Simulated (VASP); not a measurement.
# Ta (slab): what the fields show

```xyz
6
Lattice="2.9840 0.0000 0.0000 0.0000 2.9840 0.0000 0.0000 0.0000 25.5500" Properties=species:S:1:pos:R:3 pbc="T T T"
Ta    1.4920    1.4920    7.4999
Ta    0.0000    0.0000    9.6101
Ta    1.4920    1.4920   11.7200
Ta    0.0000    0.0000   13.8300
Ta    1.4920    1.4920   15.9399
Ta    0.0000    0.0000   18.0501
```

Not relaxed (largest force 1.0 eV/Å).

Theory: Kohn-Sham DFT of a periodic cell, PBE, VASP PAW PBE potentials, recommended in VASP.

Core electrons are frozen (PAW), and the valence fields are smoothed inside the atomic spheres.

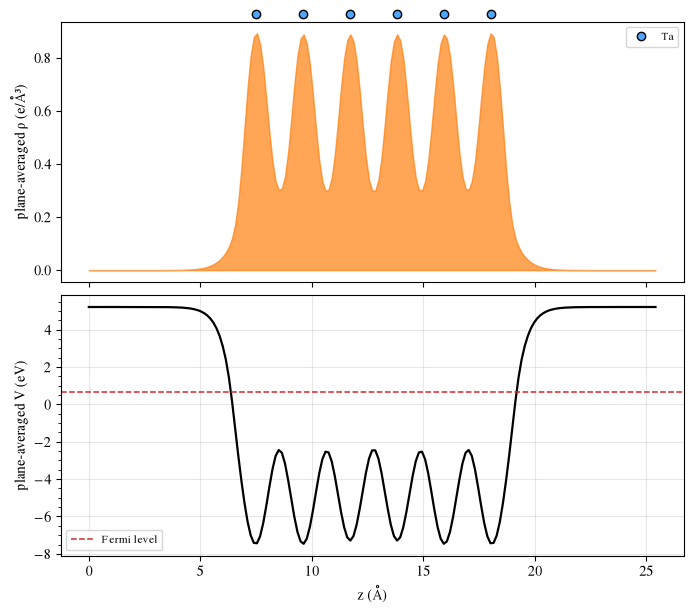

Figure 1. Plane average of the electrostatic potential (local pseudopotential plus Hartree) felt by an electron and of the valence pseudo-density across the slab. Circles mark the heights of the atoms.

### How far above the Fermi level of the calculation is the vacuum level?

4.5 eV.

### How thick is the slab, and how wide the vacuum?

The outermost nuclei are 10.6 Å apart, in 6 atomic planes; the vacuum between periodic images is 15.0 Å wide.

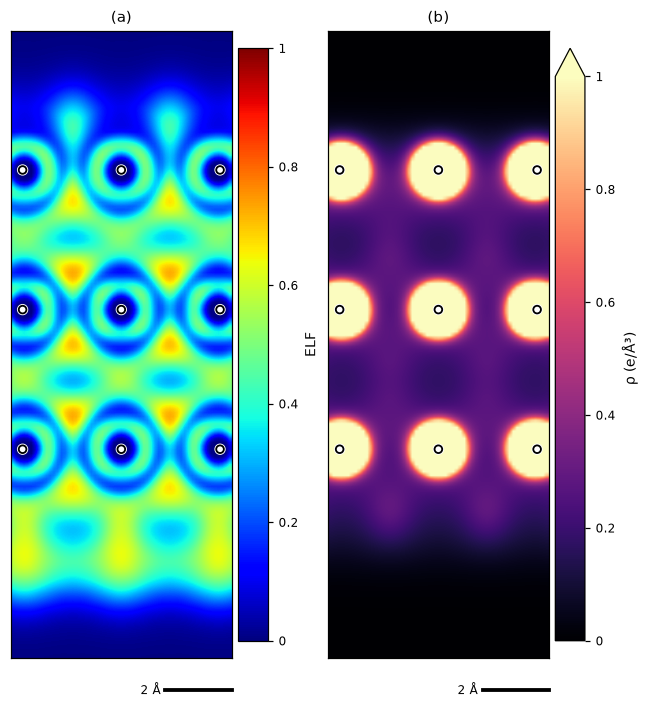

Figure 2. (a) ELF; (b) valence charge density (pseudo) on the (010) plane of the calculation cell, a cut from vacuum to vacuum. Circles mark the nuclei in the plane (Ta).

### Interpret the plot.

- Atoms in the plane: Ta.
- Ta–Ta (2.98 Å): ρ at the midpoint is about 0.27 e/Å³; the ELF is about 0.35 at the midpoint.
- The density dies away to nearly zero in the vacuum.
